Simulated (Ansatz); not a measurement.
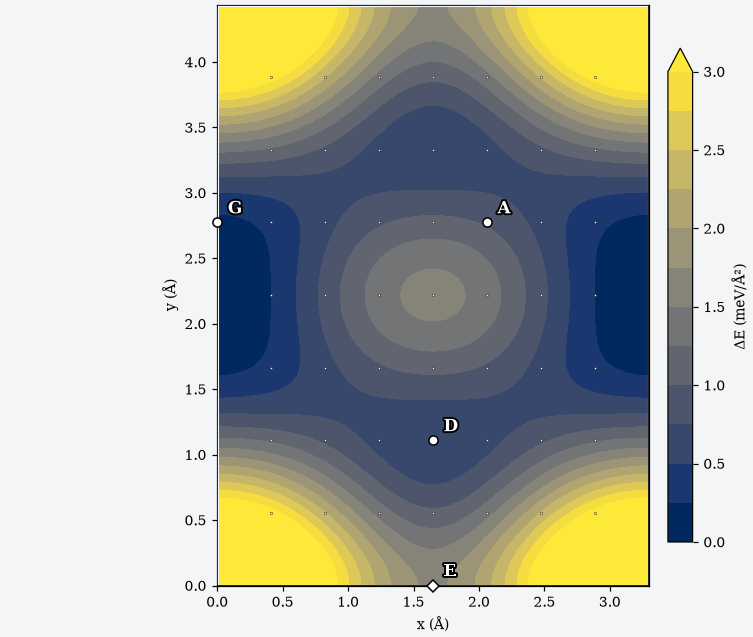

A bilayer of two P sheets, the upper one turned by 180 degrees about the normal (8 atoms in the cell). 
- The upper layer of a bilayer is slid over the lower one; relaxed at each slide: nothing; the origin of the map has P5 above P3; the distance between the facing planes is held at 3.71 Å.
- Places are given modulo a cell vector. The map is drawn in real space over the plane of the slide.
- Grid: 8 × 8 points; 25 points were computed and 39 follow by symmetry.
- Energies are in meV/Å², from the lowest grid point.
- At a held distance the lowest stacking need not be the one that binds best once the distance relaxes.
- Level of theory: DFT PBE+D3(BJ), scalar-relativistic, plane waves, PAW in Ansatz. Settings: cutoff 420 eV, k-mesh 8×6×1, gaussian smearing 0.05 eV, no spin polarisation.

In the figure: filled contours, dots at the grid points, the outline of one cell of the plane, one colour for all values above the top of the scale, lettered points. Between grid points the surface is interpolated.

### Is E the lowest point of the computed grid?

No. E lies 1.72 meV/Å² above the lowest grid point, which is at (0/8, 4/8) of the cell vectors.

### What kind of point is each of A, D, E: minimum, saddle, maximum or slope?

A: on a slope; D: minimum; E: saddle point. (In these two coordinates alone; a stationary point may lie a little off the grid point.)
